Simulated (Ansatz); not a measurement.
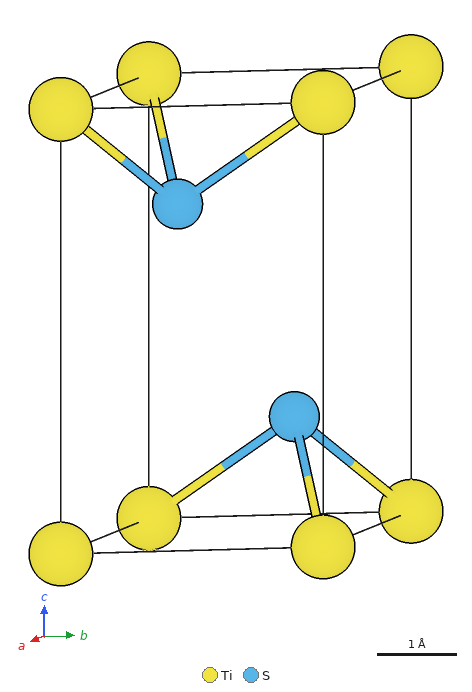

Reference structure: a crystal of TiS$_{2}$ (built on the 1T (CdI2) bulk type). The picture is a ball-and-stick view of the cell of the calculation, seen slightly off an axis.

The calculation used DFT, r2SCAN, plane waves, PAW (Ansatz 0.2.0). Set-up: plane-wave cutoff 500 eV; k-point mesh 12 × 12 × 4; occupations fermi dirac; smearing width 0.02 eV; no spin polarisation.

Change: The cell is strained by +0.4 % along c and −0.5 % across it (volume −0.6 %), the atoms keeping their fractional coordinates. No relaxation follows.

What is the effect?

Energy change: +1.3 meV per atom. Pressure: 1.0 GPa before, 1.6 GPa after. The principal stresses (compression positive) are 0.9 GPa along c and 1.9 GPa across it. The largest forces, 0.043 eV/Å, act on 2 S atoms of the calculation's cell. The space group stays P-3m1 (No. 164).
